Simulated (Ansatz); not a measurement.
Read the following structure.

```cif
data_structure
_symmetry_space_group_name_H-M 'P 1'
_symmetry_Int_Tables_number 1
_cell_length_a 5.2324
_cell_length_b 5.2324
_cell_length_c 5.6993
_cell_angle_alpha 90.000
_cell_angle_beta 90.000
_cell_angle_gamma 120.000
_cell_volume 135.13
loop_
_atom_site_label
_atom_site_type_symbol
_atom_site_fract_x
_atom_site_fract_y
_atom_site_fract_z
_atom_site_occupancy
Si1 Si 0.00000 0.50000 0.33333 1
Si2 Si 0.50000 0.50000 0.66667 1
Si3 Si 0.50000 0.00000 0.00000 1
O1 O 0.56920 0.78460 0.83333 1
O2 O 0.78460 0.56920 0.50000 1
O3 O 0.78460 0.21540 0.16667 1
O4 O 0.43080 0.21540 0.83333 1
O5 O 0.21540 0.43080 0.50000 1
O6 O 0.21540 0.78460 0.16667 1
```

Q: Before looking at a picture, describe the arrangement of atoms.

A: The compound is SiO2. The atoms follow space group P6_422 (No. 181); the Bravais lattice is primitive hexagonal. It has 9 atoms to the cell (3 Si, 6 O). Si is linked to four O in a tetrahedral arrangement at 1.65 Å. O is linked to two Si in a bent arrangement at 1.65 Å. The bonds build a three-dimensional framework.

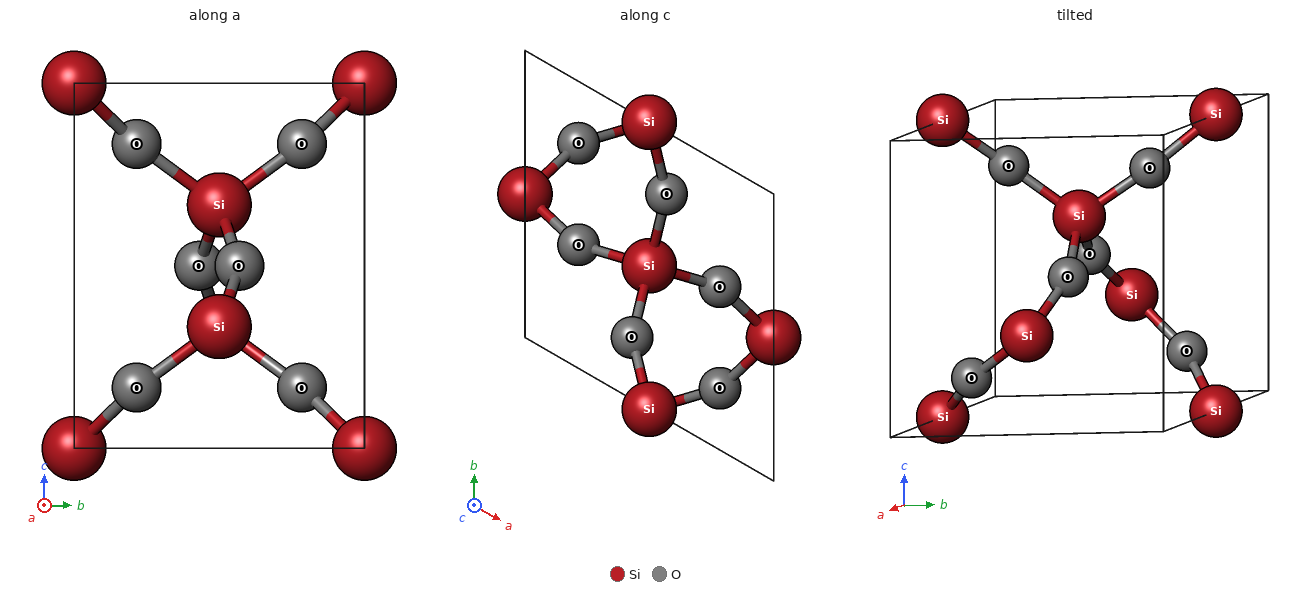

Crystal structure, ball-and-stick style, seen along the a axis, along the c axis and slightly off an axis. The lines enclose the conventional unit cell; boundary atoms appear with their images. Colours: silicon red, oxygen grey.

The structure was taken from a structure listed in the Materials Project. It was relaxed at fixed volume with DFT r2SCAN, scalar-relativistic, plane waves, PAW in Ansatz 0.2.0.

At this level of theory the run's own cell isn't at rest (stretched, at -12 GPa), so its distances can differ from those at equilibrium, the more so the softer the solid.
